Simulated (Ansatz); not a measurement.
## Run report: InSe, single-point calculation

System: InSe (P6₃/mmc, 8 atoms in the cell).
Method: DFT, PBE, dispersion d3bj, plane waves, PAW, no spin polarisation (Ansatz 0.2.0).

The structure derives from an entry of the Crystallography Open Database. Some settings of this run were made unusual or wrong on purpose. Figures and captions count atoms from 1; the log counts them from 0 in places.

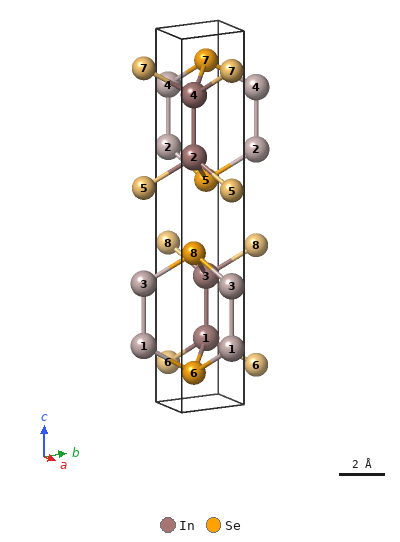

*The structure (ball-and-stick view of the cell of the calculation, seen slightly off an axis; neighbours outside the cell are drawn fainter; atoms are numbered from 1 in the order of the input). An atom can appear more than once, as a periodic image.*

Near neighbours in the periodic cell (some may lie outside the picture): In has 1 In at 2.79 Å and 3 Se at 2.66 Å; Se has 3 In at 2.66 Å.

### What the run reported

```json
{"quantity": "outcome", "value": "converged"}
{"quantity": "space group (tolerance 0.01 Å)", "value": "P6₃/mmc (194)"}
{"quantity": "electrons treated", "value": "116"}
{"quantity": "free energy", "value": "−44274.1534 eV"}
{"quantity": "Fermi energy", "value": "7.346 eV"}
{"quantity": "gap on the k-point mesh", "value": "0.37 eV"}
{"quantity": "pressure", "value": "0.00 GPa"}
{"quantity": "largest force (length of the vector)", "value": "0.002 eV/Å"}
{"quantity": "hardware", "value": "2 threads of Intel Xeon @ 2.50GHz (Skylake/Cascade Lake), 189 GiB of memory available, shared host"}
{"quantity": "wall time", "value": "93 s (CPU time 3 min)"}
{"quantity": "peak memory", "value": "1.5 GiB"}
```

### Notes

This input holds a deliberate fault: a mesh that breaks the symmetry (`kpoints.mp_grid.grid`). It did no harm here: the run converged to the energy of the sound run within 1 meV per atom. Warnings of the run: the k-point mesh lowers the symmetry that the run can use.

### Input file
```yaml
crystal:
  lattice:
    - [4.0317714919, 0.0, 0.0]
    - [-2.0158857459, 3.4916165342, 0.0]
    - [0.0, 0.0, 16.7623715586]
  atoms:
    - { symbol: In, position: [0.3333333333, 0.6666666667, 0.1666581951] }
    - { symbol: In, position: [0.6666666667, 0.3333333333, 0.6666581951] }
    - { symbol: In, position: [0.3333333333, 0.6666666667, 0.3333418049] }
    - { symbol: In, position: [0.6666666667, 0.3333333333, 0.8333418049] }
    - { symbol: Se, position: [0.3333333333, 0.6666666667, 0.5898711339] }
    - { symbol: Se, position: [0.6666666667, 0.3333333333, 0.0898711339] }
    - { symbol: Se, position: [0.3333333333, 0.6666666667, 0.9101288661] }
    - { symbol: Se, position: [0.6666666667, 0.3333333333, 0.4101288661] }
basis:
  ecutwfc: 420
kpoints:
  mp_grid: { grid: [12, 11, 3] }
hamiltonian:
  xc: pbe
  dispersion: d3bj
scf:
  occupations: { method: gaussian, width: 0.02 }
  max_iter: 80
output:
  forces: true
  eigenvalues: true
  stress: true
```

Command:
```bash
ansatz run input.yaml --threads 2 --pin off --max-ram 5120MiB --backend cpu --events-out ev --progress --plain --runs-dir out
```

### What the program printed
```
Warning: crystal.symmetry: narrowed to the stabiliser of the k-point mesh — unitary ops 24 → 4; excluded 20 operations that carry a point of the 12×11×3 mesh (shift [0, 0, 0]) off the mesh (the run samples exactly the mesh kpoints.mp_grid names, as under crystal.symmetry.detect: false, and its converged state has the mesh's symmetry, not the crystal's; ε∞, the Born charges and the force constants of a linear response (`dielectric:` by the response, `phonons.method: dfpt`) are averaged over those of the crystal's operations that the state keeps within a tolerance, where `mesh_tensors`, `unaveraged_element` or `gamma_mean_max_change_ev_ang2` stands beside them; a row that `dielectric.field_direction` solves alone is averaged likewise, with nothing beside; a Γ-centred mesh of equal divisions is mapped onto itself by every operation and keeps the whole group, as does a half-shifted one under kpoints.further_shifts: images)
Engine: ansatz 0.2.0, x86_64-unknown-linux-gnu
Pseudopotentials: kind: paw
Pseudopotential: In, paw, valence charge 13, recommended cutoff 420 eV (normal), In.paw.azcp
Pseudopotential: Se, paw, valence charge 16, recommended cutoff 420 eV (normal), Se.paw.azcp
Functional definition: PBE
  parameter kappa = 0.804
  parameter beta = 0.06672455060314922
  exchange = pbe_x(kappa = kappa, mu = beta*pi^2/3)
  correlation = pbe_c(beta = beta)
Crystal: 8 atoms, lattice volume = 235.971 Å³
Basis set: ecut = 420 eV, 4629 PW (Γ), exchange–correlation on 54×54×240 points (8 copies of the dense FFT grid, shifted against one another)
Bands: 70, of which v1, the nominal top of the filled ones, is band 58 counted from 1 (57 counted from 0)
Symmetry: 4 space group operations
k-points: 134 of 396
Non-local potential: In, projectors of the file, l = 0: 2, l = 1: 2, l = 2: 2, l = 3: 2
Non-local potential: Se, projectors of the file, l = 0: 2, l = 1: 2, l = 2: 3, l = 3: 1
PAW form: soft (Blöchl's): semilocal exchange-correlation on the pseudo side does not see the compensation charge
PAW one-centre angular grid: In, 590 points (default); XC on 64 Gauss nodes
PAW one-centre angular grid: Se, 590 points (default); XC on 64 Gauss nodes
Initial density: superposition of atomic densities (neutral atoms: chi_scale 0, normalization atom), corrected by the library's trained network
Initial wavefunctions: pseudopotential atomic-orbital guess
Functional: x = pbe(κ = 0.804, μ = 0.2195149727645171), c = pbe(β = 0.06672455060314922)
SCF iter   1: F=—  HF=-44274.157580 eV  |F-HF|=—  |Δ(HF+E_count)|=         —  Δρ=1.54e-3  dr2=1.45e-2  ethr=1.77e-3  ⟨swp⟩=6.2  Hψ=36289  notcnv=0  defer=6
preconditioner: auto → Resta (q_TF=auto, 2.424 Å⁻¹)  ε∞=3.3  [insulator: Δε(μ)=0.365 eV  Ē_g=13.914 eV  σ=0.020 eV  W_gap=1.00  n_scr=66 (ndim 8)  ℏωp=21.1 eV  f_vac=0.085  D(μ)=0.00/eV (n_scr^D=0)  ε∞_Penn≈3.3]
SCF iter   2: F=—  HF=-44274.152918 eV  |F-HF|=—  |Δ(HF+E_count)|=   4.66e-3  Δρ=6.36e-4  dr2=8.84e-4  ethr=1.25e-5  ⟨swp⟩=2.1  Hψ=16503  notcnv=0  defer=1034
SCF iter   3: F=—  HF=-44274.153101 eV  |F-HF|=—  |Δ(HF+E_count)|=   1.83e-4  Δρ=3.35e-4  dr2=2.50e-4  ethr=7.62e-7  ⟨swp⟩=3.0  Hψ=16118  notcnv=0  defer=632
automatic band count: iteration 3 solves 67 bands in place of 70: the levels show a gap, and the empty bands left out lie too high to hold charge; the band table lists the bands solved (type scf.n_extra_bands for more)
SCF iter   4: F=—  HF=-44274.153287 eV  |F-HF|=—  |Δ(HF+E_count)|=   1.86e-4  Δρ=6.43e-5  dr2=1.06e-5  ethr=2.16e-7  ⟨swp⟩=2.0  Hψ=10758  notcnv=0  defer=632
SCF iter   5: F=—  HF=-44274.153363 eV  |F-HF|=—  |Δ(HF+E_count)|=   7.58e-5  Δρ=1.91e-5  dr2=1.54e-6  ethr=9.14e-9  ⟨swp⟩=2.0  Hψ=16118  notcnv=0  defer=632
SCF iter   6: F=—  HF=-44274.153364 eV  |F-HF|=—  |Δ(HF+E_count)|=   1.47e-6  Δρ=7.45e-6  dr2=1.63e-7  ethr=1.33e-9  ⟨swp⟩=2.0  Hψ=16118  notcnv=0  defer=632
SCF iter   7: F=-44274.153364 eV  HF=-44274.153364 eV  |F-HF|=9.51e-9  |Δ(HF+E_count)|=   2.56e-7  Δρ=1.57e-6  dr2=5.64e-9  ethr=8.62e-11  ⟨swp⟩=8.4  Hψ=32103  notcnv=0
SCF 1 converged in 7 iterations: F = -44274.153364 eV  dr2 = 5.64e-9
  greatest PAW one-centre occupation: 1.000 electrons in one spin orbital (limit 2), on the Se atom at site 7 (counted from 0), in its partial waves of l = 2
SCF converged after 7 iterations
Free energy (F): -44274.153364 eV
Harris-Foulkes:  -44274.153364 eV  (|F-HF|=9.51e-9)
Internal energy: -44274.153364 eV  (E = F + TS)
E sigma→0 (E₀):  -44274.153364 eV
Fermi energy:    7.346079 eV
--- Per-component energies (eV) ---
  E_band       = -1835.093055
  E_kinetic    = 1444.742369
  E_local      = -15827.360776  (includes V_loc(G=0)·N_el)
  E_nonlocal   = -914.119275
  E_hartree    = 7294.402352
  E_xc         = -1277.250629
  E_vxc        = -788.728518  (∫ρ·V_xc dr)
  E_paw        = -24265.384508  (= ΣΔE_a)
  E_vpaw       = -338.429639  (= ΣTr[D̂ρ^β])
  E_aug_tail   = -0.002316  (compensation charges beyond the density's cutoff)
  E_ewald      = -10726.805405
  E_disp       = -2.375178  (pairwise vdW)
  E_smearing   = -0.000000  (= −TS)
  E_closure    = 0.000000  (closes the sum)
  Σ components = -44274.153364   (vs F -44274.153364, Δ=0.00e0)
--- Forces (eV/Å), atoms counted from 1 ---
  atom   1  In    -0.00000384     0.00000032     0.00027254
  atom   2  In     0.00000384    -0.00000032     0.00027254
  atom   3  In    -0.00000384     0.00000032    -0.00027254
  atom   4  In     0.00000384    -0.00000032    -0.00027254
  atom   5  Se    -0.00000635    -0.00000097     0.00156048
  atom   6  Se     0.00000635     0.00000097     0.00156048
  atom   7  Se    -0.00000635    -0.00000097    -0.00156048
  atom   8  Se     0.00000635     0.00000097    -0.00156048
  max |Σ_I F_I| component: 0.00e0 eV/Å
--- Stress (GPa, compression-positive) ---
        0.005454      -0.000119       0.000000
       -0.000119       0.005571       0.000000
        0.000000       0.000000      -0.008556
  P = ⅓ Tr σ = 0.0008 GPa (0.008 kbar)
--- Band table (eV; the first three rows and the last of 134) ---
  k-point 0: bands = ["-40.2651", "-40.2651", "-40.2651", "-40.2651", "-40.2651", "-40.2651", "-40.2651", "-40.2651", "-40.2388", "-40.2388", "-40.2388", "-40.2388", "-40.2385", "-40.2385", "-40.2385", "-40.2385", "-40.2288", "-40.2288", "-40.2288", "-40.2288", "-7.6197", "-7.6189", "-7.4333", "-7.4333", "-7.4329", "-7.4329", "-7.3493", "-7.3493", "-7.3492", "-7.3492", "-7.3421", "-7.3421", "-7.3420", "-7.3420", "-7.1663", "-7.1663", "-7.1661", "-7.1661", "-7.1421", "-7.1371", "-6.2953", "-6.1674", "-6.0062", "-5.8659", "0.8691", "1.2126", "2.8907", "3.7620", "5.6355", "5.7852", "5.7852", "5.8562", "5.8562", "5.9975", "5.9975", "6.0732", "6.0732", "7.1615", "7.5306", "8.9064", "9.2908", "9.3002", "11.3623", "11.3623", "11.5109", "11.5109", "12.2523"]
  k-point 1: bands = ["-40.2651", "-40.2651", "-40.2651", "-40.2651", "-40.2651", "-40.2651", "-40.2651", "-40.2651", "-40.2388", "-40.2388", "-40.2388", "-40.2388", "-40.2385", "-40.2385", "-40.2385", "-40.2385", "-40.2288", "-40.2288", "-40.2288", "-40.2288", "-7.6195", "-7.6191", "-7.4332", "-7.4332", "-7.4330", "-7.4330", "-7.3493", "-7.3493", "-7.3492", "-7.3492", "-7.3421", "-7.3421", "-7.3420", "-7.3420", "-7.1662", "-7.1662", "-7.1661", "-7.1661", "-7.1409", "-7.1384", "-6.2722", "-6.2130", "-5.9575", "-5.8921", "0.9409", "1.1092", "3.0944", "3.5157", "5.7990", "5.7990", "5.8329", "5.8329", "5.9443", "6.0219", "6.0219", "6.0582", "6.0582", "6.5869", "8.0805", "8.6511", "9.3057", "9.3071", "11.3946", "11.3946", "11.4680", "11.4680", "12.4490"]
  k-point 2: bands = ["-40.2651", "-40.2651", "-40.2651", "-40.2651", "-40.2651", "-40.2651", "-40.2651", "-40.2651", "-40.2388", "-40.2388", "-40.2388", "-40.2388", "-40.2385", "-40.2385", "-40.2385", "-40.2385", "-40.2288", "-40.2288", "-40.2288", "-40.2288", "-7.6192", "-7.6185", "-7.4636", "-7.4594", "-7.4321", "-7.4317", "-7.3842", "-7.3796", "-7.3443", "-7.3442", "-7.3436", "-7.3435", "-7.3380", "-7.3379", "-7.1912", "-7.1880", "-7.1670", "-7.1668", "-7.1072", "-7.1071", "-6.2069", "-6.0842", "-5.9269", "-5.7913", "0.9281", "1.2361", "2.9333", "3.6115", "5.2075", "5.3977", "5.4153", "5.6744", "5.6783", "5.7559", "5.9058", "5.9947", "6.0259", "7.1098", "8.1180", "9.1070", "9.6788", "9.7255", "10.9146", "11.1263", "11.4575", "11.5784", "12.0936"]
  k-point 133: bands = ["-40.2651", "-40.2651", "-40.2651", "-40.2651", "-40.2649", "-40.2649", "-40.2648", "-40.2648", "-40.2388", "-40.2388", "-40.2388", "-40.2388", "-40.2386", "-40.2386", "-40.2385", "-40.2385", "-40.2287", "-40.2287", "-40.2287", "-40.2287", "-7.7315", "-7.7292", "-7.6285", "-7.6249", "-7.5618", "-7.5606", "-7.4328", "-7.4325", "-7.3674", "-7.3674", "-7.2797", "-7.2796", "-7.2775", "-7.2775", "-7.2303", "-7.2302", "-7.1742", "-7.1740", "-7.0037", "-7.0035", "-5.0861", "-5.0548", "-4.9521", "-4.9192", "0.8151", "0.8885", "1.5661", "1.6653", "3.6457", "3.9146", "4.5956", "4.6860", "4.8381", "4.9834", "5.0677", "5.0962", "5.2956", "5.6556", "8.5093", "8.6507", "8.8927", "9.0081", "10.6567", "10.8593", "10.8954", "11.1845", "11.4754"]
```
